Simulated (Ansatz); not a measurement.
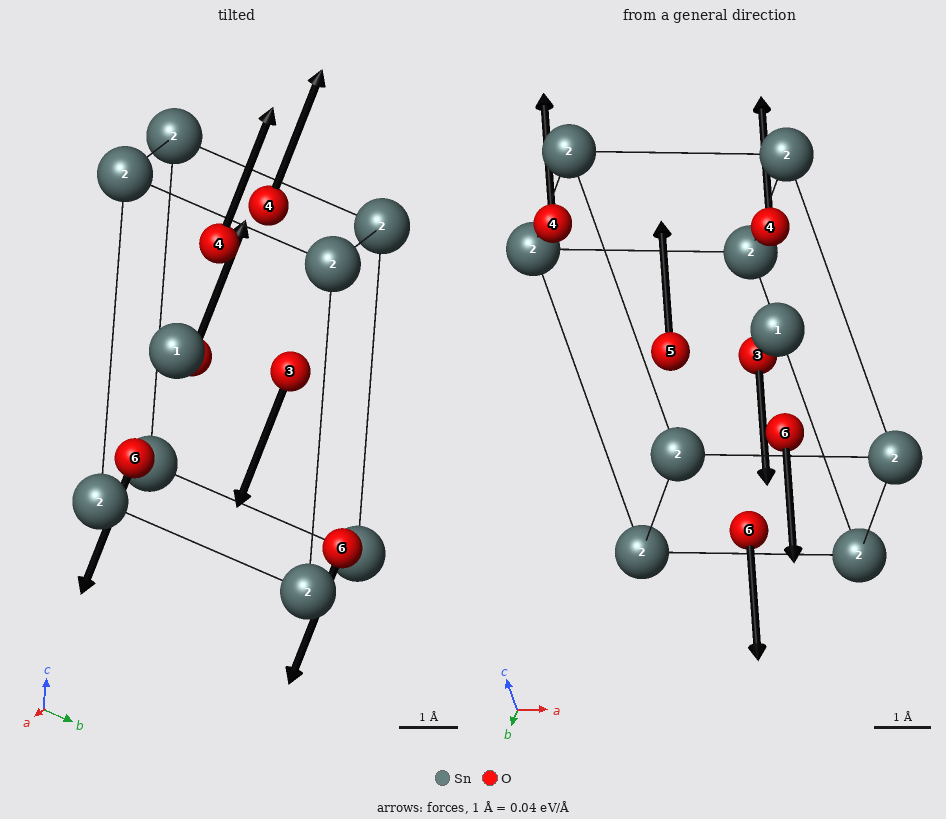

Spheres-only drawing of the structure, looking slightly off an axis and from a general direction. Lines trace the edges of the cell (the run's own, in a reduced setting). The arrows are the computed forces on the atoms.

System: SnO2. Level of theory and settings: DFT, PBE, plane waves, PAW (Ansatz 0.2.0), a plane-wave cutoff of 420 eV, k-points about 0.22 Å⁻¹ apart, Fermi-Dirac smearing of 0.02 eV, no spin polarisation.

> Could this be the end point of a relaxation?

No. The atoms still feel forces of up to about 0.093 eV/Å, above a usual threshold of 0.01 to 0.03 eV/Å.

> Which atom feels the largest force?

All O atoms, about 0.093 eV/Å.

Provenance: a structure listed in the Materials Project. Earlier steps of the study, as a rule a relaxation of our own, may have changed the cell and positions, so they can lie some per cent off the listed ones. It went into a calculation with Ansatz.
